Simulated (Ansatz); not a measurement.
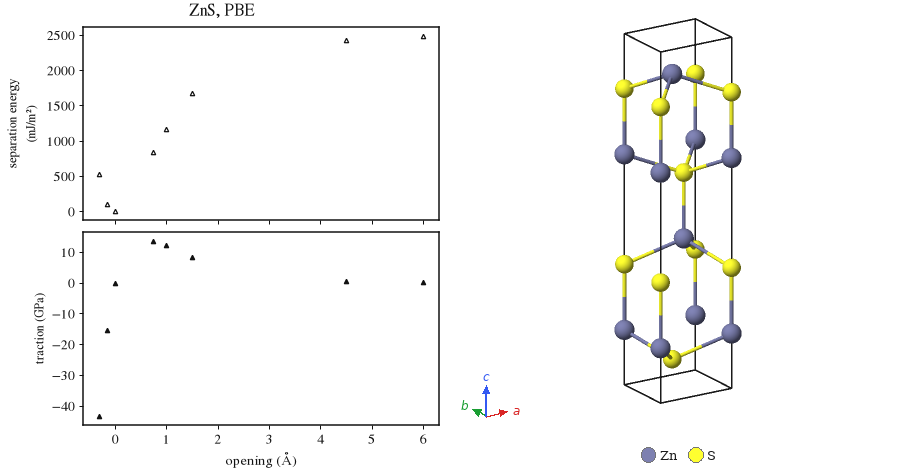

The picture above shows the separation energy and traction against opening for ZnS, space group P6_3mc (No. 186). The cell is drawn beside the plot.

The given structure:
```
CELL_PARAMETERS angstrom
-3.84672 0.00000 0.00000
-1.92336 -3.33136 0.00000
0.00000 0.00000 12.59023
ATOMIC_POSITIONS crystal
Zn 0.00000 0.00000 0.65625
Zn 0.00000 0.00000 0.15625
Zn 0.33333 0.33333 0.90622
Zn 0.66667 0.66667 0.40622
S 0.00000 0.00000 0.84349
S 0.00000 0.00000 0.34349
S 0.33333 0.33333 0.09384
S 0.66667 0.66667 0.59384
```

How it was computed, with Ansatz 0.2.0: rigid opening of a crystal across a plane by lengthening cell vector c along the normal, one cut a cell, unrelaxed, by plane-wave density functional theory with PAW datasets, free energies less that of the undisturbed cell; scalar-relativistic. Level: PBE, no spin polarisation.

wave cutoff 420 eV; k mesh 8×8×2; occupations Gaussian; smearing width 0.05 eV; k shift (0, 0, 0) (mesh steps); start relaxed; height of the cut 0 (fraction of cell vector c).

The points at opening 0.25 Å, 0.50 Å, 2.00 Å and 3.00 Å are left out of the plot. What values does the calculation give there?

```json
{"opening (Å)": "0.25", "separation energy (mJ/m²)": "164.9", "traction (GPa)": "11.10"}
{"opening (Å)": "0.50", "separation energy (mJ/m²)": "488.3", "traction (GPa)": "13.95"}
{"opening (Å)": "2.00", "separation energy (mJ/m²)": "2003.5", "traction (GPa)": "4.94"}
{"opening (Å)": "3.00", "separation energy (mJ/m²)": "2294.9", "traction (GPa)": "1.57"}
```

Caveats: gap closes along the scan on a mesh chosen for the insulator.
